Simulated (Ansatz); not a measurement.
System: Li, space group P6_3/mmc (No. 194).

The given structure:
```
CELL_PARAMETERS angstrom
3.11100 0.00000 0.00000
-1.55550 2.69421 0.00000
0.00000 0.00000 5.09300
ATOMIC_POSITIONS crystal
Li 0.33333 0.66667 0.25000
Li 0.66667 0.33333 0.75000
```

Computed with Ansatz 0.2.0: homogeneous strain of a crystal along one Voigt pattern with engineering shear, fractional coordinates fixed, by plane-wave density functional theory with PAW datasets, free energies less that of the undisturbed cell; scalar-relativistic. Level: r2SCAN, no spin polarisation.

- wave cutoff: 500 eV
- k mesh: 18×18×10
- occupations: Gaussian
- smearing width: 0.15 eV
- k shift: (0, 0, 0) (mesh steps)
- start: as given
- strain pattern: (0, 0, 0, 1, 0, 0) (xx yy zz yz xz xy with engineering shear)

The points at strain −0.03, −0.01, 0.02 and 0.04 follow from computed ones by symmetry.

Predict the energy change against strain. The strain takes the values −0.040, −0.030, −0.020, −0.010, 0.000, 0.005, 0.010, 0.015, 0.020, 0.025, 0.030, 0.035, 0.040.

The energy change is 0.39 meV/atom at strain −0.040 and 0.39 meV/atom at 0.040; the lowest computed point is at strain 0.000 (0.00 meV/atom). The slope of stress against strain at the start, which at zero pressure is the clamped-ion constant C44, is 3.6 GPa. The second derivative of tensile stress is 0 GPa. The tensile stress at start is 0 GPa.

```csv
strain,energy change (meV/atom)
-0.040,0.39
-0.030,0.22
-0.020,0.09
-0.010,0.02
0.000,0.00
0.005,0.01
0.010,0.02
0.015,0.05
0.020,0.09
0.025,0.15
0.030,0.22
0.035,0.30
0.040,0.39
```

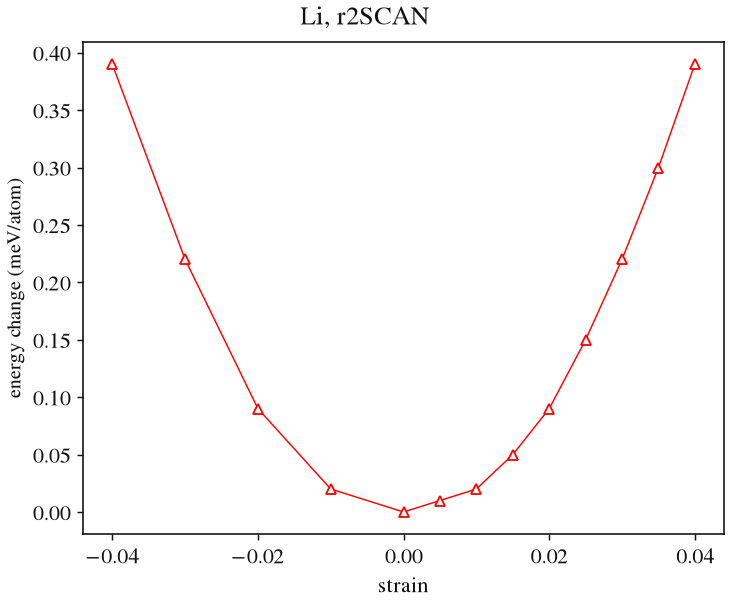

Limits of the calculation: reference crystal is not relaxed.
